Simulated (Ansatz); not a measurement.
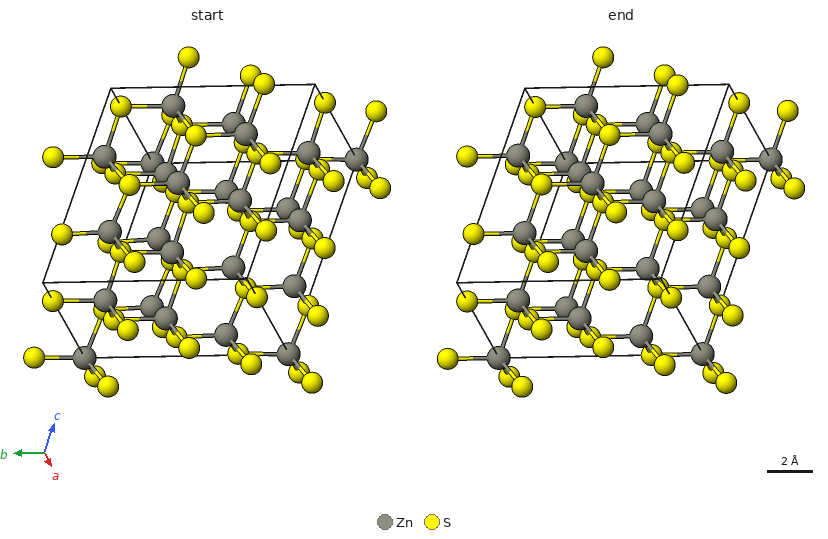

The structure of solid ZnS (set up in P1) before (left) and after (right) a relaxation, at one scale.

A ball-and-stick model of the cell of the calculation, seen from a free direction.

Theory: DFT PBEsol, scalar-relativistic, plane waves, PAW in Ansatz.

Input
```yaml
crystal:
  lattice:
    - [-5.3561494797, -5.3561494797, 5.3561494797]
    - [5.3561494797, 5.3561494797, 5.3561494797]
    - [-5.3561494797, 5.3561494797, -5.3561494797]
  atoms:
    - { symbol: Zn, position: [0.2464019828, 0.4976403363, 0.24148852] }
    - { symbol: Zn, position: [0.4964005045, 0.4991348423, -0.0010822696] }
    - { symbol: Zn, position: [0.2444608013, 0.7438042634, -0.0013213893] }
    - { symbol: Zn, position: [0.7497208227, 0.5032820981, 0.7474524522] }
    - { symbol: Zn, position: [0.5027427307, 0.7501901935, 0.7485469585] }
    - { symbol: Zn, position: [0.2526504123, -0.0022794384, 0.7452549595] }
    - { symbol: Zn, position: [0.0137044992, 0.5091790424, 0.5086802666] }
    - { symbol: Zn, position: [0.7544939096, 0.7582815378, 0.5118294824] }
    - { symbol: Zn, position: [0.4977701435, 0.0076684054, 0.4940957116] }
    - { symbol: Zn, position: [0.2497731267, 0.2528942098, 0.5039318682] }
    - { symbol: Zn, position: [0.0041041193, 0.7584583505, 0.2584051647] }
    - { symbol: Zn, position: [0.755474298, 0.008044693, 0.2547630842] }
    - { symbol: Zn, position: [0.4992034126, 0.2548727044, 0.2563945815] }
    - { symbol: Zn, position: [-0.0053608295, -0.0002077727, -0.0022590615] }
    - { symbol: Zn, position: [0.7551139062, 0.2611783325, 0.0093214526] }
    - { symbol: Zn, position: [-0.0014343779, 0.2541970639, 0.7489587426] }
    - { symbol: S, position: [-0.0021499444, 0.2505615962, 0.0058883855] }
    - { symbol: S, position: [0.2457267625, 0.2486110001, 0.7449867386] }
    - { symbol: S, position: [-0.0083366721, 0.4965007624, 0.7437757735] }
    - { symbol: S, position: [0.5006375801, 0.251246035, 0.4960172195] }
    - { symbol: S, position: [0.2549566063, 0.5067133518, 0.5002769942] }
    - { symbol: S, position: [-0.0040140731, 0.7394973427, 0.4962149319] }
    - { symbol: S, position: [0.7510630829, 0.2425663728, 0.2476030449] }
    - { symbol: S, position: [0.5023853903, 0.5013836191, 0.2495295926] }
    - { symbol: S, position: [0.2470906187, 0.7528163902, 0.2494758272] }
    - { symbol: S, position: [-0.0029266764, -0.0124837657, 0.2469762584] }
    - { symbol: S, position: [0.7466948112, 0.4979887869, -0.0010355206] }
    - { symbol: S, position: [0.5066856127, 0.7569476948, 0.001638207] }
    - { symbol: S, position: [0.2460279613, 0.0017181186, 0.0007819184] }
    - { symbol: S, position: [0.7522297527, 0.7528740054, 0.7524696199] }
    - { symbol: S, position: [0.4980505325, -0.0005074164, 0.7539376998] }
    - { symbol: S, position: [0.7496298222, -0.000942596, 0.4972238036] }
basis:
  ecutwfc: 420
  xc_grid: 2
kpoints:
  mp_grid: { grid: [2, 2, 2], shift: [0.5, 0.5, 0.5] }
hamiltonian:
  xc: pbesol
scf:
  occupations: { method: gaussian, width: 0.02 }
output:
  forces: true
  stress: false
  eigenvalues: true
relax:
  adjacent_minimum: "off"
  f_tol: 0.03
  max_steps: 25
```

Launched with:
```bash
ansatz run input.yaml --threads 8 --pin off --max-ram 16384MiB --backend cpu --events-out ev --progress --plain --runs-dir out
```

Question: Summarise the run.

Answer: The largest move is that of S26, 0.11 Å roughly along [1 3 1]. By element the largest moves are S 0.11 Å, Zn 0.10 Å. The lattice vectors keep their values. Some distances before and after: Zn11–S26 2.184 → 2.317 Å, Zn7–S23 2.444 → 2.320 Å, Zn12–S23 2.212 → 2.319 Å, Zn13–S20 2.230 → 2.319 Å. Among the angles between lasting bonds that change: S22–Zn8–S24 104.2° → 109.4°, S19–Zn7–S21 114.4° → 109.5°, S22–Zn11–S26 114.5° → 109.6°. The space group (tolerance 0.01 Å) goes from P1 (No. 1) to F-43m (No. 216). Over 2 accepted moves (3 points after the start) the energy falls by 17.1 meV per atom. Largest force component: 1.1 eV/Å at the start, 0.008 eV/Å at the end. 1 step only repeated the SCF at the same geometry. The run took 36 s on 8 threads of Arm Neoverse V2 (shared host), peak memory 2.2 GiB.
